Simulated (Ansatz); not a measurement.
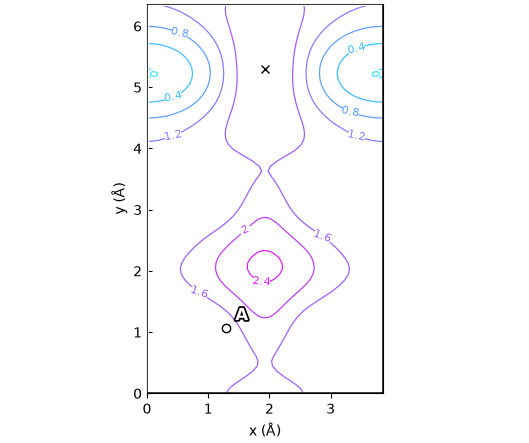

S on a Si(100) slab cut from the P6_3/mmc phase, its upper half relaxed before the scan (16 atoms of substrate and one adsorbate in a 2 × 1 cell). S is moved over the surface cell; relaxed at each place: the height of the adsorbate's atoms; substrate rigid; the origin of the map has the adsorbate above Si13. Places are given modulo a cell vector. The map is drawn in real space over the plane of the surface. The grid has 6 × 6 points; 23 points were computed and 12 follow by symmetry. At 1 point there is no value. Places are given in fractions of the 1 × 1 surface cell. Energies: eV, counted from the lowest grid point. Method: Ansatz 0.2.0, DFT PBE, scalar-relativistic, plane waves, PAW. Settings: cutoff 420 eV, k-mesh 4×4×1, gaussian smearing 0.05 eV, spin-polarised.

The picture shows contour lines labelled in eV, crosses at grid points without a value, the outline of one cell of the plane, the point A. Between grid points the surface is interpolated.

**Is A at rest? If not, where is it pushed?**

A, at (2/6, 1/6) of the cell vectors, is not a stationary point. The computed force is 0.65 eV/Å in the plane, pointing down and left in the picture (components −0.56 and −0.33 eV/Å).

PAW datasets: the set soft_1.
